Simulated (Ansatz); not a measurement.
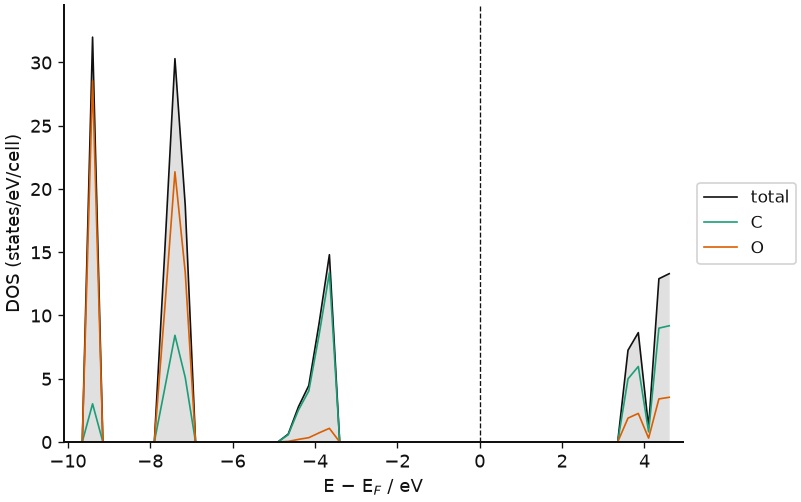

Density of states. Energies are counted from the Fermi level. The partial curves are projected on Löwdin-orthogonalised atomic shells.

Structure: CO, space group P2_13 (No. 198), 8 atoms in the cell, a database entry, rescaled; a = 5.63 Å, b = 5.63 Å, c = 5.63 Å, α = 90.00°, β = 90.00°, γ = 90.00°.

Level of theory: DFT with r2SCAN, PAW plane waves, no spin polarisation, 5×5×5 k mesh; code Ansatz.

Question: Is there a gap at the Fermi level, and how wide?

Answer: There is a gap; over the k points computed it is 7.10 eV.

Question: How wide is the upper valence band?

Answer: The upper group of valence states starts about 1.1 eV under the valence-band top (which lies at −3.6 eV on this axis), with a gap beneath it; it holds about 8 electrons a cell.

Question: What is the character of the states on either side of the gap?

Answer: By projected weight, the top eV of the valence band is C almost alone; the bottom eV of the conduction band is C (75 %) and O (25 %).

The atoms aren't at rest in this cell (largest force 9.7 eV/Å), so the relaxed material can differ. The cell is at 12 GPa in this functional.
